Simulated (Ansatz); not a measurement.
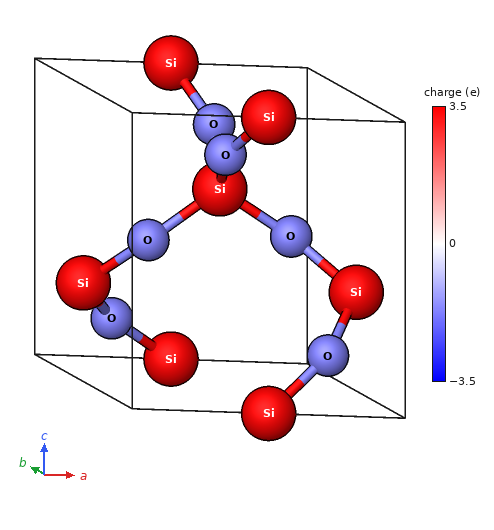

Drawn in the ball-and-stick manner and seen slightly off an axis. The lines enclose the simulation cell; boundary atoms appear with their images. The atoms of this SiO$_{2}$ cell are coloured by their Bader charge.

Setup: DFT r2SCAN, scalar-relativistic, plane waves, PAW in Ansatz 0.2.0; a 500 eV plane-wave basis, k-points on a 6×6×4 grid, Gaussian smearing of 0.02 eV, no spin polarisation.

Q: Describe the charge distribution among the elements.

A: Most positive: Si; most negative: O. Charges: about Si +3.4 e; O -1.7 e. The transfer is large, as in an ionic solid.

The structure was taken from a structure listed in the Materials Project. Earlier steps of the study, as a rule a relaxation of our own, may have changed the cell and positions, so they can lie some per cent off the listed ones. Ansatz was used for an electronic-structure calculation on it.
